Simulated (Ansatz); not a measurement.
System: Al$_{27}$N (cell with a defect).

The calculation's input:

```
crystal:
  lattice:
    - [-6.0624313821, -6.0624313821, 0.0]
    - [-6.0624313821, 0.0, -6.0624313821]
    - [0.0, -6.0624313821, -6.0624313821]
  atoms:
    - { symbol: Al, position: [0.6666666667, 0.6666666667, 0.6666666667] }
    - { symbol: Al, position: [0.3333333333, 0.6666666667, 0.6666666667] }
    - { symbol: Al, position: [0.0, 0.6666666667, 0.6666666667] }
    - { symbol: Al, position: [0.6666666667, 0.3333333333, 0.6666666667] }
    - { symbol: Al, position: [0.3333333333, 0.3333333333, 0.6666666667] }
    - { symbol: Al, position: [0.0, 0.3333333333, 0.6666666667] }
    - { symbol: Al, position: [0.6666666667, 0.0, 0.6666666667] }
    - { symbol: Al, position: [0.3333333333, 0.0, 0.6666666667] }
    - { symbol: Al, position: [0.0, 0.0, 0.6666666667] }
    - { symbol: Al, position: [0.6666666667, 0.6666666667, 0.3333333333] }
    - { symbol: Al, position: [0.3333333333, 0.6666666667, 0.3333333333] }
    - { symbol: Al, position: [0.0, 0.6666666667, 0.3333333333] }
    - { symbol: Al, position: [0.6666666667, 0.3333333333, 0.3333333333] }
    - { symbol: Al, position: [0.3333333333, 0.3333333333, 0.3333333333] }
    - { symbol: Al, position: [0.0, 0.3333333333, 0.3333333333] }
    - { symbol: Al, position: [0.6666666667, 0.0, 0.3333333333] }
    - { symbol: Al, position: [0.3333333333, 0.0, 0.3333333333] }
    - { symbol: Al, position: [0.0, 0.0, 0.3333333333] }
    - { symbol: Al, position: [0.6666666667, 0.6666666667, 0.0] }
    - { symbol: Al, position: [0.3333333333, 0.6666666667, 0.0] }
    - { symbol: Al, position: [0.0, 0.6666666667, 0.0] }
    - { symbol: Al, position: [0.6666666667, 0.3333333333, 0.0] }
    - { symbol: Al, position: [0.3333333333, 0.3333333333, 0.0] }
    - { symbol: Al, position: [0.0, 0.3333333333, 0.0] }
    - { symbol: Al, position: [0.6666666667, 0.0, 0.0] }
    - { symbol: Al, position: [0.3333333333, 0.0, 0.0] }
    - { symbol: Al, position: [0.0, 0.0, 0.0] }
    - { symbol: "N", position: [0.9360174528, 0.9172598691, 0.8911748564] }
basis:
  ecutwfc: 420
  xc_grid: 2
kpoints:
  mp_grid: { grid: [3, 3, 3], shift: [0.0, 0.0, 0.0] }
hamiltonian:
  xc: pbe
scf:
  occupations: { method: gaussian, width: 0.1 }
output:
  forces: true
  stress: false
  eigenvalues: true
  write_density: true
  write_potential: true
  elf: true
  volumetric_format: npy
relax:
  adjacent_minimum: "off"
  f_tol: 0.02
  max_steps: 60
```

Launched as:

```sh
ansatz run input.yaml --threads 4 --pin off --max-ram 10240MiB --backend cpu --events-out ev --progress --plain --runs-dir out
```

The fields are those of the run's last geometry, not of the input's.

The calculation used DFT PBE, scalar-relativistic, plane waves, PAW in Ansatz.

Q: What will maps of the valence pseudo-density and electron localisation function show?

A: Al–N (1.87 Å): the density is about 0.69 e/Å³ at the midpoint; the ELF peaks at about 0.90 between the atoms.

Q: Does the calculation give a band gap?

A: It is metallic or semimetallic at this level of theory: no gap opens.

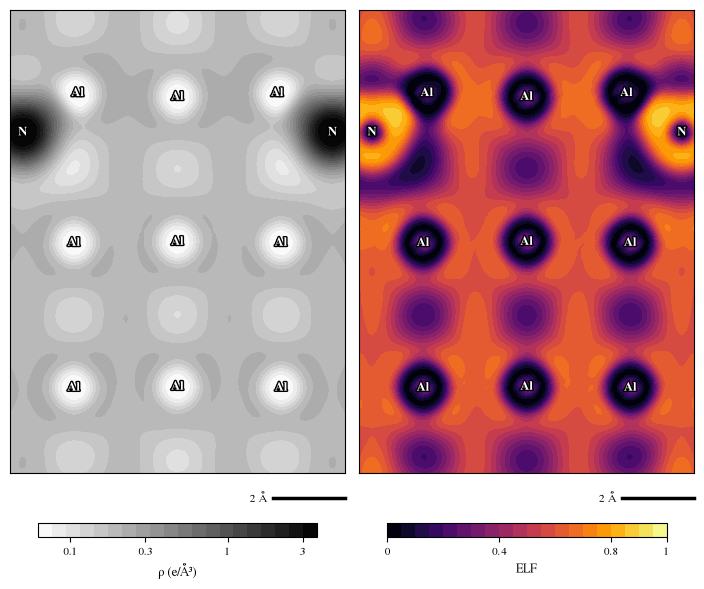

Computed valence pseudo-density and electron localisation function on the (101̄) plane of the calculation cell, in this order. 

Core electrons are frozen (PAW), and the valence fields are smoothed inside the atomic spheres.
